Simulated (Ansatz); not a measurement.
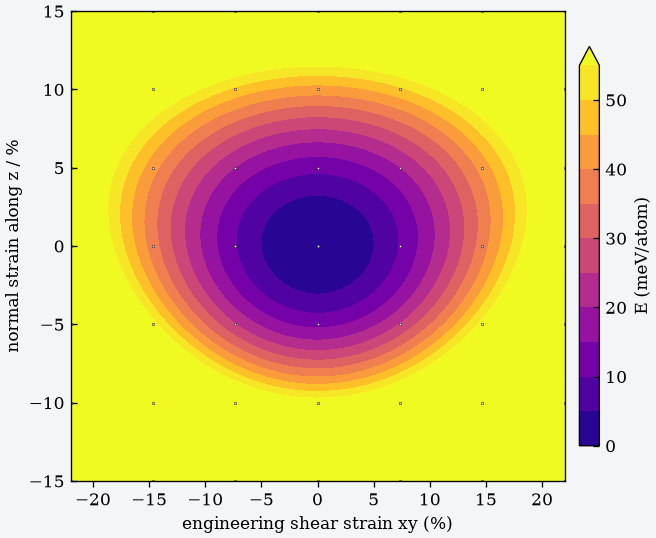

Ti (Im-3m, No. 229; 1 atom in the cell). The energy is mapped over two homogeneous strains (x, y and z along the cube axes). The first coordinate is: engineering shear strain xy; the second: normal strain along z. Nothing is relaxed (symmetry fixes all fractional coordinates). Grid: 7 × 7 points; 28 points were computed and 21 follow by symmetry. Points are written as (first, second). Energies: meV/atom, counted from the lowest grid point. Method: DFT PBEsol, scalar-relativistic, plane waves, PAW (Ansatz 0.2.0). Settings: cutoff 520 eV, k-mesh 20×20×20, gaussian smearing 0.15 eV, no spin polarisation.

Drawn: filled contours, dots at the grid points, one colour for all values above the top of the scale. Between grid points the surface is interpolated.

### Where is the minimum, and how stiff is the crystal against these two strains (in GPa)?

The interpolated minimum is at 0.0 % and 0.0 %. Divided by the cell volume of 16.5 Å³, the second derivatives of the energy there are about 39 GPa along the first strain and 99 GPa along the second, with a cross term of about 0 GPa (clamped ions). Round the minimum the two coordinates are nearly uncoupled.

PAW datasets: the set soft_1.
